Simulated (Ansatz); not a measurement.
Input file:

```
crystal:
  lattice:
    - [1.232313357, -2.1344293452, 0.0]
    - [1.232313357, 0.7114764484, 3.961698731]
    - [-3.6969400711, -2.1344293452, 0.0]
  atoms:
    - { symbol: O, position: [0.5, 0.1516758091, 0.550558603] }
    - { symbol: O, position: [1.0, 0.1516758091, 0.050558603] }
    - { symbol: O, position: [0.5, 0.8483241909, 0.449441397] }
    - { symbol: O, position: [1.0, 0.8483241909, 0.949441397] }
basis:
  ecutwfc: 520.0
kpoints:
  mp_grid: { grid: [18, 12, 12] }
hamiltonian:
  xc: r2scan
scf:
  occupations: { method: gaussian, width: 0.15 }
output:
  forces: true
  stress: true
  eigenvalues: true
  write_density: true
  write_potential: true
  elf: true
  volumetric_format: npy
```

Run with:

```sh
ansatz run input.yaml --threads 1 --pin off --max-ram 2048MiB --backend cpu --events-out ev --progress --plain --runs-dir out
```

Space group R-3m.

The calculation used DFT r2SCAN, scalar-relativistic, plane waves, PAW in Ansatz 0.2.0.

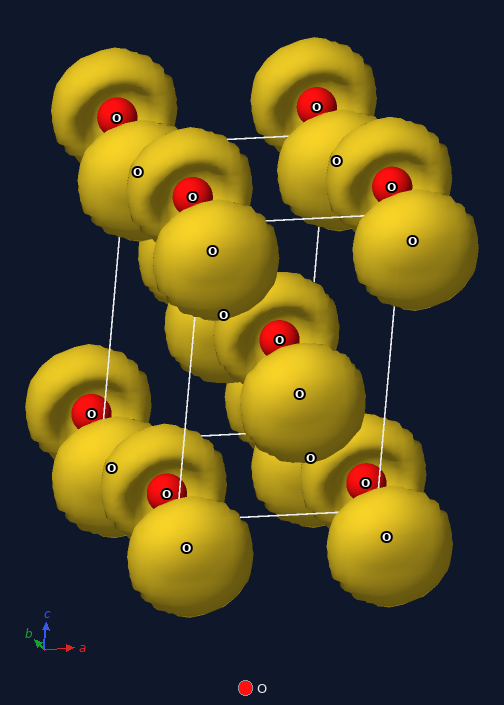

O. Isosurface of the ELF at 0.8 (yellow), seen slightly off an axis. Core shells and regions of very low density are left out. Sticks mark near contacts.

In a PAW calculation such maps are meaningful between the atoms, not at the nuclei.

> What do the ELF domains correspond to?

The ELF exceeds this value in four lobes on O, pointing away from the bonds (lone pairs, which may merge into one lobe), counted in one cell of 4 atoms. Any copies at cell faces, edges or corners count once. Profiles from the grid: O–O (1.20 Å): the ELF peaks at about 0.75 between the atoms.
